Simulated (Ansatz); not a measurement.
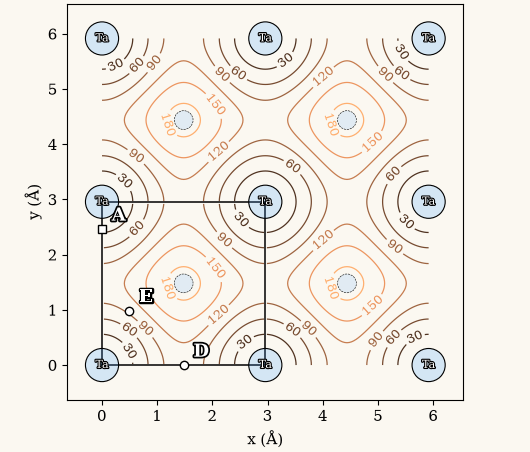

Si on a Ta(100) slab cut from the Fm-3m phase, its upper half relaxed before the scan (12 atoms of substrate and one adsorbate in a 2 × 2 cell). Si is moved over the surface cell at a fixed height above a rigid substrate; the origin of the map has the adsorbate above Ta9; the height is held at 3.30 Å. Places are given modulo a cell vector. The map is drawn in real space over the plane of the surface. Grid: 6 × 6 points; 10 points were computed and 26 follow by symmetry. Places are given in fractions of the 1 × 1 surface cell. Energies: meV, counted from the lowest grid point. The runs have no spin polarisation, so an open-shell adsorbate far from the surface lies too high. At a fixed height the lowest place need not be the adsorption site. The calculation used Ansatz, DFT PBE+D3(BJ), scalar-relativistic, plane waves, PAW. Settings: cutoff 420 eV, k-mesh 5×5×1, gaussian smearing 0.1 eV, no spin polarisation.

The picture shows contour lines labelled in meV, labelled circles for the atoms of the top layer and small ones for the second layer, the outline of one cell of the 2 × 2 shown, lettered points. Between grid points the surface is interpolated.

**What kind of point is each of D, E: minimum, saddle, maximum or slope?**

D: saddle point; E: on a slope. (In these two coordinates alone; a stationary point may lie a little off the grid point.)

**Rank the lettered points by energy, lowest first.**

A (24 meV), E (97 meV), D (108 meV).

PAW datasets: the set soft_1.
